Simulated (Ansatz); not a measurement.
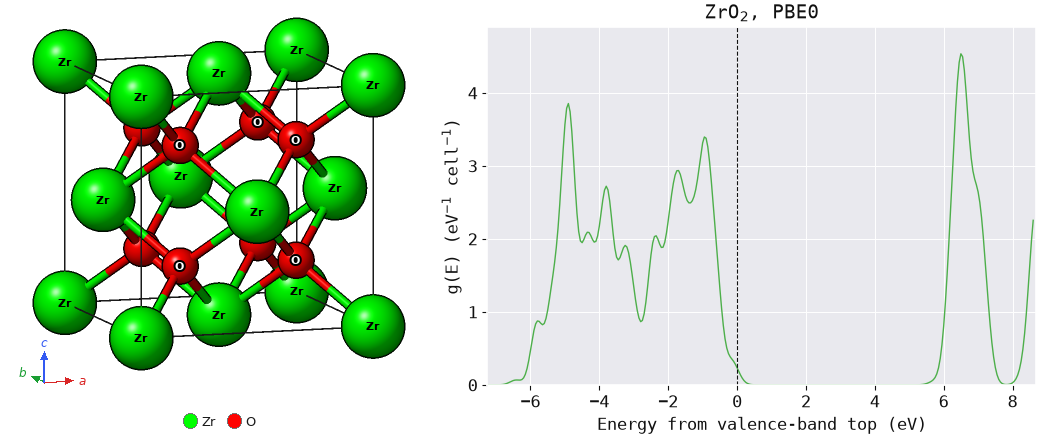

Density of states, beside the structure. Energies are counted from the top of the valence band. The curve is built from the levels of the k mesh with Gaussians 0.4 eV wide, which also blur the band edges.

System: ZrO$_{2}$, space group Fm-3m, 3 atoms in the cell, fluorite type.

Level of theory: DFT, PBE0, plane waves, PAW, no spin polarisation, 6×6×6 k mesh, 420 eV cutoff; code Ansatz 0.2.0.

### Metal or insulator, going by the density of states?

There is a gap; over the k points computed it is 5.73 eV (indirect; the smallest direct gap is 6.13 eV).

### How wide is the upper valence band?

The upper group of valence states starts about 6.4 eV under the valence-band top, with a gap beneath it; it holds about 12 electrons a cell.
